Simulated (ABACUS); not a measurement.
## Run report: FeSi2, geometry relaxation (part 3 of 5)

The same run, continued: FeSi2 (P4/mmm, 3 atoms in the cell); Kohn-Sham DFT of a periodic cell, r2SCAN, SG15 ONCV 1.2 PBE, spin-polarised (ABACUS 3.10.1); cutoff 1414.99 eV, 6×6×3 k-mesh, fermi-dirac of 0.05 eV, collinear spins. The structure derives from an entry of the Crystallography Open Database.

Geometry of the input (Å; fractional positions):
```
2.6840  0.0000  0.0000
0.0000  2.6840  0.0000
0.0000  0.0000  5.1280
Fe 0.0000  0.0000  0.0000
Si 0.5000  0.5000  0.7300
Si 0.5000  0.5000  0.2700
```

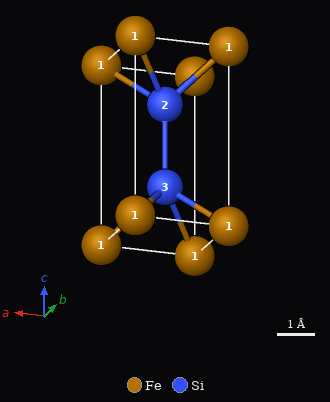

Figure 1. The input geometry (ball-and-stick view of the cell of the calculation, seen at an oblique angle; atoms are numbered from 1 in the order of the input).

Log, continued:
```
----------------------------------------------------------
 E_KohnSham     -252.5015597997      -3435.4599671633
 E_KS(sigma->0) -252.5012248056      -3435.4554093346
 E_Harris       -252.5020935674      -3435.4672294463
 E_band         -18.0879104886       -246.0986475585
 E_one_elec     -188.4967523749      -2564.6298867936
 E_Hartree      105.9483152630       1441.5007810774
 E_xc           -30.2291907542       -411.2892401855
 E_Ewald        -139.7232619454      -1901.0325056041
 E_entropy(-TS) -0.0006699882        -0.0091156574
 E_descf        0.0000000000         0.0000000000
 E_exx          0.0000000000         0.0000000000
 E_Fermi        1.0538639827         14.3385550819
----------------------------------------------------------

 charge density convergence is achieved
 final etot is -3435.45996716326 eV
 EFERMI = 14.33855508190 eV

 STATE ENERGY(eV) AND OCCUPATIONS    NSPIN == 2
SPIN UP :
[... levels at 10 further k points ...]

------------------------------------------------------------------------------------------
 TOTAL-FORCE (eV/Angstrom)
------------------------------------------------------------------------------------------
                       Fe1         0.0000000000         0.0000000000         0.0000000000
                       Si1         0.0000000000         0.0000000000         0.1769901678
                       Si2         0.0000000000         0.0000000000        -0.1769901678
------------------------------------------------------------------------------------------

----------------------------------------------------------------
 TOTAL-STRESS (KBAR)
----------------------------------------------------------------
        -7.9408898657         0.0000000000         0.0000000000
         0.0000000000        -7.9408898657         0.0000000000
         0.0000000000         0.0000000000         6.8732021949
----------------------------------------------------------------
 TOTAL-PRESSURE: -3.002859 KBAR

 Largest gradient in force is 0.176990 eV/A.
 Threshold is 0.010000 eV/A.

 Largest gradient in stress is 7.940890 kbar.
 Threshold is 0.200000 kbar.

 Relaxation is not converged yet!
DIRECT COORDINATES
    atom                   x                   y                   z     mag                  vx                  vy                  vz
taud_Fe1            0.0000000000        0.0000000000        0.0000000000  3.0000        0.0000000000        0.0000000000        0.0000000000
taud_Si1            0.5000000000        0.5000000000        0.7290548075  0.0000        0.0000000000        0.0000000000        0.0000000000
taud_Si2            0.5000000000        0.5000000000        0.2709451925  0.0000        0.0000000000        0.0000000000        0.0000000000

                          Volume (Bohr^3) = 249.681548
                             Volume (A^3) = 36.998944

 Lattice vectors: (Cartesian coordinate: in unit of a_0)
            +2.692716           -0.000000           +0.000000
            -0.000000           +2.692716           +0.000000
            -0.000000           +0.000000           +5.102804
 Reciprocal vectors: (Cartesian coordinate: in unit of 2 pi/a_0)
            +0.371372           -0.000000           +0.000000
            +0.000000           +0.371372           -0.000000
            -0.000000           -0.000000           +0.195971

 -------------------------------------------
 STEP OF RELAXATION : 3
 -------------------------------------------

[... set-up of the moved cell ...]

 PW ALGORITHM --------------- ION=   3  ELEC=   1--------------------------------
 Notice: Threshold on eigenvalues was too large.
 hsover_error=0.240000 > DRHO=0.000211
 Origin diag ethr = 0.010000
 New diag ethr = 0.000001
          total magnetism (Bohr mag/cell) = 0.203001
       absolute magnetism (Bohr mag/cell) = 0.358827
                        nelec for spin up = 12.101500
                      nelec for spin down = 11.898500

 Density error is 0.000241753624
                          Error Threshold = 0.000000880983
----------------------------------------------------------
     Energy           Rydberg                 eV
----------------------------------------------------------
 E_KohnSham     -252.5015201407      -3435.4594275747
 E_Harris       -252.2929111019      -3432.6211559927
 E_Fermi        1.0531793488         14.3292401601
----------------------------------------------------------

[... 5 further cycles ...]
 PW ALGORITHM --------------- ION=   3  ELEC=   7--------------------------------
          total magnetism (Bohr mag/cell) = 0.202561307631
       absolute magnetism (Bohr mag/cell) = 0.344018267925
                        nelec for spin up = 12.101280653816
                      nelec for spin down = 11.898719346184

 Density error is 0.000000007047
                          Error Threshold = 0.000000000156
----------------------------------------------------------
     Energy           Rydberg                 eV
----------------------------------------------------------
 E_KohnSham     -252.5016386294      -3435.4610396964
 E_KS(sigma->0) -252.5012930473      -3435.4563378105
 E_Harris       -252.5017685329      -3435.4628071252
 E_band         -18.0664843742       -245.8071303175
 E_one_elec     -189.2136522009      -2574.3838093221
 E_Hartree      106.3203199404       1446.5621643725
 E_xc           -30.2328109696       -411.3384957434
 E_Ewald        -139.3748042351      -1896.2914952316
 E_entropy(-TS) -0.0006911642        -0.0094037718
 E_descf        0.0000000000         0.0000000000
 E_exx          0.0000000000         0.0000000000
 E_Fermi        1.0557678650         14.3644587297
----------------------------------------------------------

 charge density convergence is achieved
 final etot is -3435.46103969641 eV
 EFERMI = 14.36445872972 eV

 STATE ENERGY(eV) AND OCCUPATIONS    NSPIN == 2
SPIN UP :
[... levels at 10 further k points ...]

------------------------------------------------------------------------------------------
 TOTAL-FORCE (eV/Angstrom)
------------------------------------------------------------------------------------------
                       Fe1         0.0000000000         0.0000000000         0.0000000000
                       Si1         0.0000000000         0.0000000000         0.0482249701
                       Si2         0.0000000000         0.0000000000        -0.0482249701
------------------------------------------------------------------------------------------

----------------------------------------------------------------
 TOTAL-STRESS (KBAR)
----------------------------------------------------------------
         0.1102244513         0.0000000000        -0.0000000000
         0.0000000000         0.1102244513         0.0000000000
         0.0000000000        -0.0000000000        -3.9657042243
----------------------------------------------------------------
 TOTAL-PRESSURE: -1.248418 KBAR

 Largest gradient in force is 0.048225 eV/A.
 Threshold is 0.010000 eV/A.

 Largest gradient in stress is 3.965704 kbar.
 Threshold is 0.200000 kbar.

 Relaxation is not converged yet!
DIRECT COORDINATES
    atom                   x                   y                   z     mag                  vx                  vy                  vz
taud_Fe1            0.0000000000        0.0000000000        0.0000000000  3.0000        0.0000000000        0.0000000000        0.0000000000
taud_Si1            0.5000000000        0.5000000000        0.7294349830  0.0000        0.0000000000        0.0000000000        0.0000000000
taud_Si2            0.5000000000        0.5000000000        0.2705650170  0.0000        0.0000000000        0.0000000000        0.0000000000

                          Volume (Bohr^3) = 249.371825
                             Volume (A^3) = 36.953048

 Lattice vectors: (Cartesian coordinate: in unit of a_0)
            +2.693347           -0.000000           -0.000000
            +0.000000           +2.693347           +0.000000
            -0.000000           +0.000000           +5.094083
 Reciprocal vectors: (Cartesian coordinate: in unit of 2 pi/a_0)
            +0.371285           -0.000000           +0.000000
            -0.000000           +0.371285           -0.000000
            +0.000000           -0.000000           +0.196306

 -------------------------------------------
 STEP OF RELAXATION : 4
 -------------------------------------------

[... set-up of the moved cell ...]

 PW ALGORITHM --------------- ION=   4  ELEC=   1--------------------------------
 Notice: Threshold on eigenvalues was too large.
 hsover_error=0.240000 > DRHO=0.000023
 Origin diag ethr = 0.010000
 New diag ethr = 0.000000
          total magnetism (Bohr mag/cell) = 0.202534
       absolute magnetism (Bohr mag/cell) = 0.341127
                        nelec for spin up = 12.101267
                      nelec for spin down = 11.898733

 Density error is 0.000026902092
                          Error Threshold = 0.000000096381
----------------------------------------------------------
     Energy           Rydberg                 eV
----------------------------------------------------------
 E_KohnSham     -252.5016279949      -3435.4608950064
 E_Harris       -252.5615653364      -3436.2763843741
 E_Fermi        1.0577656017         14.3916393317
----------------------------------------------------------

[... 4 further cycles ...]
 PW ALGORITHM --------------- ION=   4  ELEC=   6--------------------------------
          total magnetism (Bohr mag/cell) = 0.202743004882
       absolute magnetism (Bohr mag/cell) = 0.345878816079
                        nelec for spin up = 12.101371502441
                      nelec for spin down = 11.898628497559

 Density error is 0.000000004787
                          Error Threshold = 0.000000000307
----------------------------------------------------------
     Energy           Rydberg                 eV
----------------------------------------------------------
 E_KohnSham     -252.5016456589      -3435.4611353377
 E_KS(sigma->0) -252.5013044058      -3435.4564923511
 E_Harris       -252.5009306349      -3435.4514069371
 E_band         -18.0460718493       -245.5294036680
 E_one_elec     -189.0307647462      -2571.8954978456
 E_Hartree      106.2425513305       1445.5040681523
 E_xc           -30.2371056398       -411.3969277293
 E_Ewald        -139.4756440972      -1897.6634919419
 E_entropy(-TS) -0.0006825062        -0.0092859731
 E_descf        0.0000000000         0.0000000000
 E_exx          0.0000000000         0.0000000000
 E_Fermi        1.0569309634         14.3802834955
----------------------------------------------------------

 charge density convergence is achieved
 final etot is -3435.46113533766 eV
 EFERMI = 14.38028349550 eV

 STATE ENERGY(eV) AND OCCUPATIONS    NSPIN == 2
SPIN UP :
[... levels at 10 further k points ...]

------------------------------------------------------------------------------------------
 TOTAL-FORCE (eV/Angstrom)
------------------------------------------------------------------------------------------
                       Fe1         0.0000000000         0.0000000000         0.0000000000
                       Si1         0.0000000000         0.0000000000        -0.0099196397
                       Si2         0.0000000000         0.0000000000         0.0099196397
------------------------------------------------------------------------------------------

----------------------------------------------------------------
 TOTAL-STRESS (KBAR)
----------------------------------------------------------------
         2.1416645244         0.0000000000         0.0000000000
         0.0000000000         2.1416645244         0.0000000000
        -0.0000000000        -0.0000000000         3.7889862691
----------------------------------------------------------------
 TOTAL-PRESSURE: 2.690772 KBAR

 Largest gradient in force is 0.009920 eV/A.
 Threshold is 0.010000 eV/A.

 Largest gradient in stress is 3.788986 kbar.
 Threshold is 0.200000 kbar.

 Relaxation is not converged yet!
DIRECT COORDINATES
    atom                   x                   y                   z     mag                  vx                  vy                  vz
taud_Fe1            0.0000000000        0.0000000000        0.0000000000  3.0000        0.0000000000        0.0000000000        0.0000000000
taud_Si1            0.5000000000        0.5000000000        0.7293172344  0.0000        0.0000000000        0.0000000000        0.0000000000
taud_Si2            0.5000000000        0.5000000000        0.2706827656  0.0000        0.0000000000        0.0000000000        0.0000000000

                          Volume (Bohr^3) = 249.467629
                             Volume (A^3) = 36.967244

 Lattice vectors: (Cartesian coordinate: in unit of a_0)
            +2.693152           -0.000000           -0.000000
            +0.000000           +2.693152           +0.000000
            -0.000000           +0.000000           +5.096780
 Reciprocal vectors: (Cartesian coordinate: in unit of 2 pi/a_0)
            +0.371312           -0.000000           +0.000000
            -0.000000           +0.371312           -0.000000
            +0.000000           -0.000000           +0.196202

 -------------------------------------------
 STEP OF RELAXATION : 5
 -------------------------------------------

[... set-up of the moved cell ...]

 PW ALGORITHM --------------- ION=   5  ELEC=   1--------------------------------
 Notice: Threshold on eigenvalues was too large.
 hsover_error=0.240000 > DRHO=0.000004
 Origin diag ethr = 0.010000
 New diag ethr = 0.000000
          total magnetism (Bohr mag/cell) = 0.202759
       absolute magnetism (Bohr mag/cell) = 0.346869
                        nelec for spin up = 12.101380
                      nelec for spin down = 11.898620

 Density error is 0.000004038055
                          Error Threshold = 0.000000017009
----------------------------------------------------------
     Energy           Rydberg                 eV
----------------------------------------------------------
 E_KohnSham     -252.5016453567      -3435.4611312268
 E_Harris       -252.5072606782      -3435.5375315953
 E_Fermi        1.0564135332         14.3732434960
```
